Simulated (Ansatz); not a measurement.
**InSe: geometry relaxation (part 2 of 2)**

InSe (8 atoms in the cell); DFT PBE+D3(BJ), scalar-relativistic, plane waves, PAW, no spin polarisation (Ansatz 0.2.0); cutoff 420 eV, 12×12×2 k-mesh, Gaussian smearing of 0.02 eV. The structure derives from an entry of the Crystallography Open Database. It belongs to a series of runs on one base structure; here: volume × 1.10, shape and atoms relaxed.

Geometry of the input (Å; fractional positions):
```
4.1256  0.0000  0.0000
-2.0628  3.5729  0.0000
0.0000  0.0000  17.6093
In 0.3333  0.6667  0.1691
In 0.6667  0.3333  0.6691
In 0.3333  0.6667  0.3309
In 0.6667  0.3333  0.8309
Se 0.3333  0.6667  0.5958
Se 0.6667  0.3333  0.0958
Se 0.3333  0.6667  0.9042
Se 0.6667  0.3333  0.4042
```

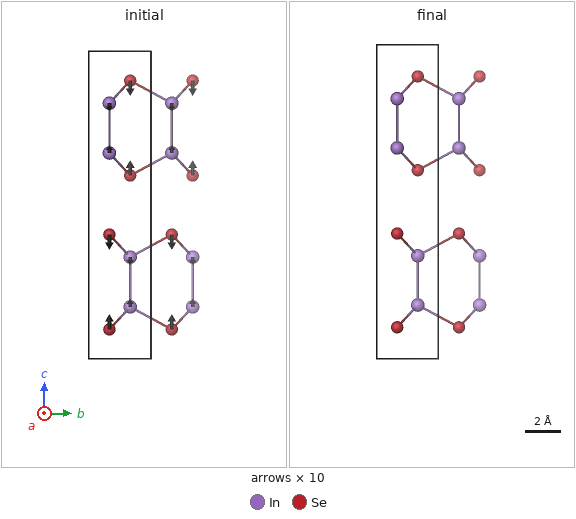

*Before (left) and after (right) the relaxation, at one scale (ball-and-stick view of the cell of the calculation, repeated 1 × 2 × 1, along the a axis). The black arrows give the displacements (without the part carried along by the change of the cell), magnified 10 times.*

The largest moves relative to the cell, 0.088 Å, are those of Se5, Se6, Se7 and Se8. Largest moves by element: Se 0.088 Å, In 0.044 Å. The drawn cell changes at constant volume: a = b 4.126 → 4.083 Å (−1.0 %), c 17.609 → 17.975 Å (+2.1 %). Among the contacts that change: In1–In3 2.849 → 2.819 Å, In1–Se6 2.709 → 2.680 Å. The space group stays P6_3/mmc (No. 194). After 4 geometry steps the energy has fallen by 4.4 meV per atom. The largest force component goes from 0.24 to 0.002 eV/Å. Pressure: −2.48 GPa at the start and −1.28 GPa at the end. The line search rejected the trial step at point 1 (counted from 0) and went back. A last SCF at the same geometry on a re-selected plane-wave basis shifts the energy by +0.0 meV per atom. (Atoms are counted from 1 in the order of the input.)

```
basis re-selected at this cell: Δ(F+E_penalty+E_count) = +2.266e-5 eV, ΔP = +0.000 GPa vs the last step (what re-selecting the basis moved, of the pressure what is left beyond the Pulay correction that the steps carried, after the strain that the cell walked since its last selection, with what the two solves' SCF thresholds leave and, on support functions, any second-order correction that the steps lacked; it is no measure of the basis error at this ecutwfc). The dense FFT grid was sized anew with the basis: this SCF ran on 30×30×125 points, the steps before it on 30×30×120, so part of this shift can come from that change (see relax.cell in the input reference). This SCF's stress stands 1.01e-2 GPa from its target on what of the cell is left free (relax.cell.stress_tol is 1.00e-1 GPa) and its largest allowed force component is 2.00e-3 eV/Å (relax.f_tol is 1.00e-2 eV/Å): within both
SCF converged after 7 iterations
Free energy (F): -44274.028407 eV
Harris-Foulkes:  -44274.028407 eV  (|F-HF|=2.18e-10)
Internal energy: -44274.028407 eV  (E = F + TS)
E sigma→0 (E₀):  -44274.028407 eV
Fermi energy:    6.101555 eV
--- Per-component energies (eV) ---
  E_band       = -1960.642824
  E_kinetic    = 1441.466164
  E_local      = -16867.632471  (includes V_loc(G=0)·N_el)
  E_nonlocal   = -914.026177
  E_hartree    = 7752.370962
  E_xc         = -1275.533482
  E_vxc        = -786.341248  (∫ρ·V_xc dr)
  E_paw        = -24265.600556  (= ΣΔE_a)
  E_vpaw       = -338.849697  (= ΣTr[D̂ρ^β])
  E_aug_tail   = -0.002322  (compensation charges beyond the density's cutoff)
  E_ewald      = -10142.940492
  E_disp       = -2.130035  (pairwise vdW)
  E_smearing   = -0.000000  (= −TS)
  E_closure    = 0.000000  (closes the sum)
  Σ components = -44274.028407   (vs F -44274.028407, Δ=0.00e0)
--- Forces (eV/Å), atoms counted from 1 ---
  atom   1  In    -0.00000000     0.00000000    -0.00071122
  atom   2  In     0.00000000    -0.00000000    -0.00071122
  atom   3  In    -0.00000000     0.00000000     0.00071122
  atom   4  In     0.00000000    -0.00000000     0.00071122
  atom   5  Se    -0.00000000     0.00000000    -0.00199541
  atom   6  Se     0.00000000    -0.00000000    -0.00199541
  atom   7  Se    -0.00000000     0.00000000     0.00199541
  atom   8  Se     0.00000000    -0.00000000     0.00199541
  max |Σ_I F_I| component: 6.94e-18 eV/Å
--- Stress (GPa, compression-positive) ---
       -1.287224      -0.000000      -0.000000
        0.000000      -1.287224      -0.000000
       -0.000000      -0.000000      -1.272029
  P = ⅓ Tr σ = -1.2822 GPa (-12.822 kbar)
--- Band table (eV; the first three rows and the last of 38) ---
  k-point 0: bands = ["-41.3620", "-41.3620", "-41.3620", "-41.3620", "-41.3620", "-41.3620", "-41.3620", "-41.3620", "-41.3288", "-41.3288", "-41.3288", "-41.3288", "-41.3288", "-41.3288", "-41.3288", "-41.3288", "-41.3169", "-41.3169", "-41.3169", "-41.3169", "-8.7057", "-8.7056", "-8.5308", "-8.5308", "-8.5307", "-8.5307", "-8.4535", "-8.4535", "-8.4535", "-8.4535", "-8.4464", "-8.4464", "-8.4464", "-8.4464", "-8.2813", "-8.2813", "-8.2813", "-8.2813", "-8.2483", "-8.2471", "-7.1808", "-7.0897", "-7.0613", "-6.9658", "-0.0083", "0.1444", "2.0950", "2.5503", "4.7160", "4.7160", "4.7820", "4.7820", "4.7882", "4.7882", "4.8110", "4.8558", "4.8558", "5.8061", "6.3970", "7.2690", "7.9832", "8.0089", "10.1919", "10.1919", "10.2465", "10.2465", "11.4197", "11.4197", "11.4229", "11.5295"]
  k-point 1: bands = ["-41.3620", "-41.3620", "-41.3620", "-41.3620", "-41.3620", "-41.3620", "-41.3620", "-41.3620", "-41.3288", "-41.3288", "-41.3288", "-41.3288", "-41.3288", "-41.3288", "-41.3288", "-41.3288", "-41.3169", "-41.3169", "-41.3169", "-41.3169", "-8.7057", "-8.7057", "-8.5308", "-8.5308", "-8.5308", "-8.5308", "-8.4535", "-8.4535", "-8.4535", "-8.4535", "-8.4464", "-8.4464", "-8.4464", "-8.4464", "-8.2813", "-8.2813", "-8.2813", "-8.2813", "-8.2477", "-8.2477", "-7.1510", "-7.1510", "-6.9978", "-6.9978", "0.0635", "0.0635", "2.3112", "2.3112", "4.7360", "4.7360", "4.7360", "4.7360", "4.8350", "4.8350", "4.8350", "4.8350", "5.2154", "5.2154", "6.9341", "6.9341", "8.0018", "8.0018", "10.2182", "10.2182", "10.2182", "10.2182", "11.4753", "11.4753", "11.4753", "11.4753"]
  k-point 2: bands = ["-41.3620", "-41.3620", "-41.3620", "-41.3620", "-41.3619", "-41.3619", "-41.3619", "-41.3619", "-41.3288", "-41.3288", "-41.3288", "-41.3288", "-41.3288", "-41.3288", "-41.3288", "-41.3288", "-41.3169", "-41.3169", "-41.3169", "-41.3168", "-8.7052", "-8.7051", "-8.5515", "-8.5507", "-8.5299", "-8.5298", "-8.4772", "-8.4762", "-8.4492", "-8.4491", "-8.4481", "-8.4481", "-8.4434", "-8.4434", "-8.2987", "-8.2979", "-8.2819", "-8.2818", "-8.2247", "-8.2245", "-7.1158", "-7.0268", "-6.9998", "-6.9064", "0.0287", "0.1683", "2.1017", "2.4754", "4.2641", "4.3719", "4.3778", "4.5368", "4.6309", "4.7032", "4.7123", "4.7870", "5.0042", "5.7757", "6.8551", "7.5261", "8.3424", "8.3659", "9.8017", "9.9165", "10.2680", "10.3128", "11.0683", "11.2634", "11.4962", "11.5668"]
  k-point 37: bands = ["-41.3618", "-41.3618", "-41.3618", "-41.3618", "-41.3618", "-41.3618", "-41.3618", "-41.3618", "-41.3289", "-41.3289", "-41.3289", "-41.3289", "-41.3289", "-41.3289", "-41.3288", "-41.3288", "-41.3167", "-41.3167", "-41.3167", "-41.3167", "-8.7986", "-8.7986", "-8.7100", "-8.7100", "-8.6505", "-8.6505", "-8.5473", "-8.5473", "-8.4461", "-8.4461", "-8.4121", "-8.4121", "-8.4013", "-8.4013", "-8.3116", "-8.3116", "-8.3115", "-8.3115", "-8.1244", "-8.1244", "-5.9726", "-5.9726", "-5.9164", "-5.9164", "-0.0450", "-0.0450", "0.7492", "0.7492", "2.2844", "2.2844", "2.6111", "2.6111", "3.6016", "3.6016", "3.9419", "3.9419", "4.3718", "4.3718", "7.9194", "7.9194", "8.2771", "8.2771", "9.3896", "9.3896", "10.3934", "10.3934", "11.4997", "11.4997", "12.4396", "12.4396"]
--- Relaxed structure (5 steps of the walk, 4 accepted, 1 SCFs on fresh bases) ---
  F+E_penalty+E_count = -44274.02840671 eV   max|allowed force component| = 1.995e-3 eV/Å   (the final SCF, on the basis selected at the relaxed cell)
  cell:  # Å, volume = 259.5677 Å³
    - [4.083384544528161, 2.8571853992944274e-11, 5.523557994584536e-30]
    - [-2.0416922722888247, 3.536314748967851, 6.837413983656838e-19]
    - [-3.2785625902544036e-33, 3.369887011115876e-18, 17.975434890045562]
  atoms:
    - { symbol: In, position: [0.33333333333333337, 0.6666666666666666, 0.17159034290277736] }
    - { symbol: In, position: [0.6666666666666665, 0.33333333333333326, 0.6715903429027773] }
    - { symbol: In, position: [0.33333333333333337, 0.6666666666666666, 0.3284096570972226] }
    - { symbol: In, position: [0.6666666666666665, 0.33333333333333326, 0.8284096570972227] }
    - { symbol: Se, position: [0.33333333333333337, 0.6666666666666666, 0.6007220985220366] }
    - { symbol: Se, position: [0.6666666666666665, 0.33333333333333326, 0.10072209852203667] }
    - { symbol: Se, position: [0.33333333333333337, 0.6666666666666666, 0.8992779014779634] }
    - { symbol: Se, position: [0.6666666666666665, 0.33333333333333326, 0.3992779014779633] }
```

## Trajectory as extended XYZ (Å, eV, eV/Å), 6 frames, from step=1 to step=6
```
8
Lattice="4.1256 0.0000 0.0000 -2.0628 3.5729 0.0000 0.0000 0.0000 17.6093" Properties=species:S:1:pos:R:3:forces:R:3 step=1 energy=-44273.99324 pressure_GPa=-2.48
In    0.0000    2.3819    2.9780    0.0000   0.0000  -0.1084
In    2.0628    1.1910   11.7827    0.0000   0.0000  -0.1084
In    0.0000    2.3819    5.8267    0.0000   0.0000   0.1084
In    2.0628    1.1910   14.6313    0.0000   0.0000   0.1084
Se    0.0000    2.3819   10.4924    0.0000   0.0000   0.2416
Se    2.0628    1.1910    1.6877    0.0000   0.0000   0.2416
Se    0.0000    2.3819   15.9216    0.0000   0.0000  -0.2416
Se    2.0628    1.1910    7.1169    0.0000   0.0000  -0.2416
8
Lattice="4.1058 0.0000 0.0000 -2.0529 3.5557 0.0000 0.0000 0.0000 17.7799" Properties=species:S:1:pos:R:3:forces:R:3 step=2 energy=-44273.94091 pressure_GPa=0.05 accepted=F
In    0.0000    2.3705    3.0770    0.0000   0.0000  -0.1111
In    2.0529    1.1852   11.9669    0.0000   0.0000  -0.1111
In    0.0000    2.3705    5.8129    0.0000   0.0000   0.1111
In    2.0529    1.1852   14.7029    0.0000   0.0000   0.1111
Se    0.0000    2.3705   10.7654    0.0000   0.0000  -0.3745
Se    2.0529    1.1852    1.8755    0.0000   0.0000  -0.3745
Se    0.0000    2.3705   15.9044    0.0000   0.0000   0.3745
Se    2.0529    1.1852    7.0145    0.0000   0.0000   0.3745
8
Lattice="4.1022 0.0000 0.0000 -2.0511 3.5526 0.0000 0.0000 0.0000 17.8110" Properties=species:S:1:pos:R:3:forces:R:3 step=3 energy=-44274.02594 pressure_GPa=-1.51
In    0.0000    2.3684    3.0412    0.0000   0.0000   0.0065
In    2.0511    1.1842   11.9467    0.0000   0.0000   0.0065
In    0.0000    2.3684    5.8643    0.0000   0.0000  -0.0065
In    2.0511    1.1842   14.7698    0.0000   0.0000  -0.0065
Se    0.0000    2.3684   10.6824    0.0000   0.0000   0.0052
Se    2.0511    1.1842    1.7769    0.0000   0.0000   0.0052
Se    0.0000    2.3684   16.0341    0.0000   0.0000  -0.0052
Se    2.0511    1.1842    7.1286    0.0000   0.0000  -0.0052
8
Lattice="4.0892 0.0000 0.0000 -2.0446 3.5414 0.0000 0.0000 0.0000 17.9242" Properties=species:S:1:pos:R:3:forces:R:3 step=4 energy=-44274.02812 pressure_GPa=-1.31
In    0.0000    2.3609    3.0720    0.0000   0.0000   0.0025
In    2.0446    1.1805   12.0341    0.0000   0.0000   0.0025
In    0.0000    2.3609    5.8901    0.0000   0.0000  -0.0025
In    2.0446    1.1805   14.8522    0.0000   0.0000  -0.0025
Se    0.0000    2.3609   10.7650    0.0000   0.0000  -0.0114
Se    2.0446    1.1805    1.8029    0.0000   0.0000  -0.0114
Se    0.0000    2.3609   16.1213    0.0000   0.0000   0.0114
Se    2.0446    1.1805    7.1592    0.0000   0.0000   0.0114
8
Lattice="4.0834 0.0000 0.0000 -2.0417 3.5363 0.0000 0.0000 0.0000 17.9754" Properties=species:S:1:pos:R:3:forces:R:3 step=5 energy=-44274.02843 pressure_GPa=-1.28
In    0.0000    2.3575    3.0844    0.0000   0.0000  -0.0009
In    2.0417    1.1788   12.0721    0.0000   0.0000  -0.0009
In    0.0000    2.3575    5.9033    0.0000   0.0000   0.0009
In    2.0417    1.1788   14.8910    0.0000   0.0000   0.0009
Se    0.0000    2.3575   10.7982    0.0000   0.0000  -0.0020
Se    2.0417    1.1788    1.8105    0.0000   0.0000  -0.0020
Se    0.0000    2.3575   16.1649    0.0000   0.0000   0.0020
Se    2.0417    1.1788    7.1772    0.0000   0.0000   0.0020
8
Lattice="4.0834 0.0000 0.0000 -2.0417 3.5363 0.0000 0.0000 0.0000 17.9754" Properties=species:S:1:pos:R:3:forces:R:3 step=6 energy=-44274.02841 pressure_GPa=-1.28
In    0.0000    2.3575    3.0844    0.0000   0.0000  -0.0007
In    2.0417    1.1788   12.0721    0.0000   0.0000  -0.0007
In    0.0000    2.3575    5.9033    0.0000   0.0000   0.0007
In    2.0417    1.1788   14.8910    0.0000   0.0000   0.0007
Se    0.0000    2.3575   10.7982    0.0000   0.0000  -0.0020
Se    2.0417    1.1788    1.8105    0.0000   0.0000  -0.0020
Se    0.0000    2.3575   16.1649    0.0000   0.0000   0.0020
Se    2.0417    1.1788    7.1772    0.0000   0.0000   0.0020
```

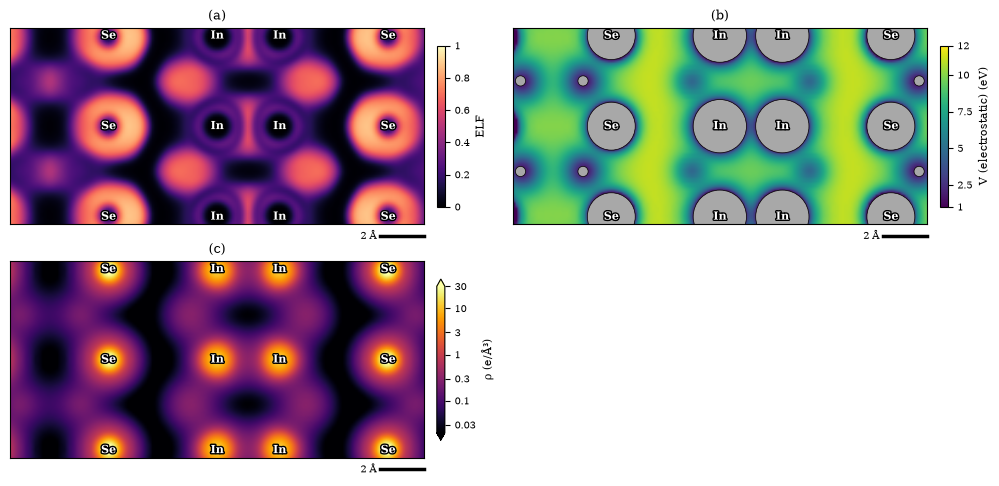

*(a) electron localisation function; (b) electrostatic potential (local pseudopotential plus Hartree) felt by an electron; (c) valence pseudo-density on the (11̄0) plane of the conventional cell. Grey discs, where drawn, cover atomic cores.*

Atoms in the plane: In and Se. In–In (2.82 Å): ρ at the midpoint is about 0.33 e/Å³; the ELF is about 0.55 at the midpoint. Away from the nuclei the density in this plane falls to 0.01 e/Å³ at its lowest. Outside the cores the potential energy rises away from the atoms and is highest about 2.3 Å from the nearest atoms; outside the discs it spans about 10 eV, and its zero is arbitrary. In a PAW calculation such maps are meaningful between the atoms, not at the nuclei.

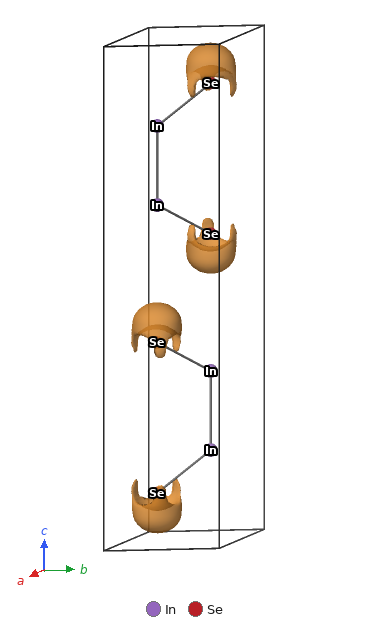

*Isosurface of the ELF at 0.8 (orange), seen slightly off an axis. Core shells and regions of very low density are left out. Sticks mark near contacts. The outline is the cell set on symmetry axes.*

Profiles from the grid: In–Se (2.68 Å): the ELF is about 0.50 at the midpoint. In–In (2.82 Å): the ELF is about 0.55 at the midpoint.

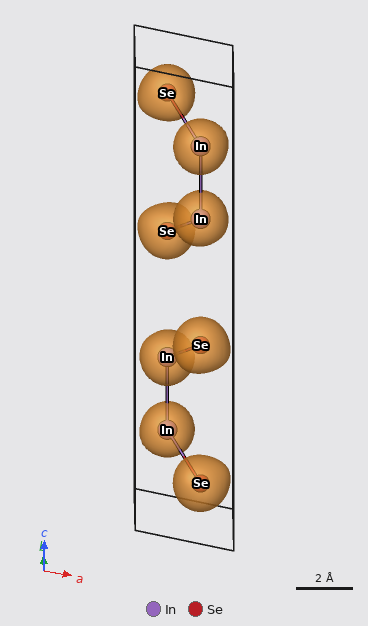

*Isosurface of the valence charge density (pseudo) at 0.5 e/Å³ (orange), seen at an oblique angle. Sticks mark near contacts. The outline is the cell set on symmetry axes.*

At this value the density breaks into separate islands; it holds about 80 % of the electrons treated as valence (semicore included). It is pinched off along the In–Se (2.68 Å) and In–In (2.82 Å) contacts. On the grid the lowest density along these lines, outside the cores, is 0.37 e/Å³ (In–Se, 2.68 Å) and 0.33 e/Å³ (In–In, 2.82 Å).
